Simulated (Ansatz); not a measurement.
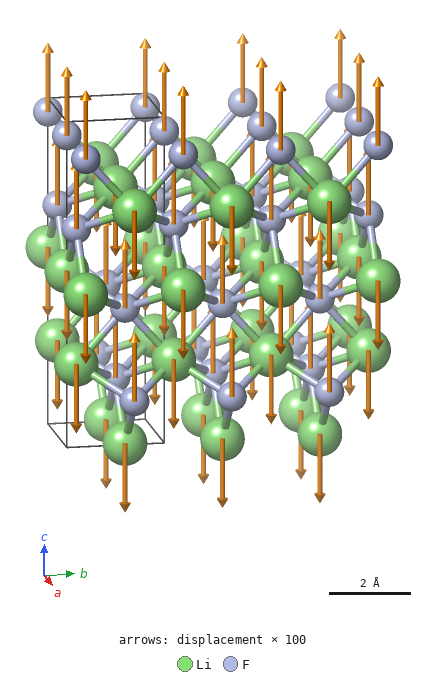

This is a relaxation of solid LiF (a generated structure, set up in I4_1md) (coarse preliminary run). The starting structure is drawn; orange arrows show the displacements (the part carried along by the change of the cell is left out), 100 times their true length.

The picture is a ball-and-stick view of the conventional cell (2 times the calculation's cell), repeated 2 × 3 × 1 with one cell outlined, seen slightly off an axis. Lengths and directions refer to the drawn axes.

These are results of DFT PBE, scalar-relativistic, plane waves, PAW (Ansatz), not measurements. Settings: plane-wave cutoff 420 eV; k-point mesh 10 × 10 × 10; occupations gaussian; smearing width 0.1 eV; no spin polarisation; cell and atoms relaxed; force threshold 0.04 eV/Å; at most 70 steps.

What did the optimiser do to the structure, and how much energy did it gain?

Answer. Over 9 accepted moves (12 points after the start) the energy falls by 252 meV per atom. Largest force component: 0.079 eV/Å at the start, 0.0011 eV/Å at the end. Pressure: 40.86 GPa at the start and 0.04 GPa at the end. At 3 points the geometry stayed and the basis and grid were re-selected for the new cell (energy shift of 41.8 meV per atom at most each time). The largest moves relative to the cell, 0.018 Å, are those of Li and F atoms. By element the largest moves are Li 0.018 Å, F 0.018 Å. Cell: a = b 2.459 → 2.659 Å (+8.1 %), c 8.320 → 9.877 Å (+18.7 %). Volume +38.8 %. Among the contacts that change: Li–Li 2.416 → 2.805 Å, F–Li 1.849 → 2.139 Å, Li–Li 2.459 → 2.659 Å, F–Li 1.874 → 2.041 Å. Bond angles that change, for instance: F–Li–F 83.3° → 76.9°, Li–F–Li 83.3° → 76.9°, Li–F–Li 80.9° → 84.3°. The space group stays I4_1md (No. 109).
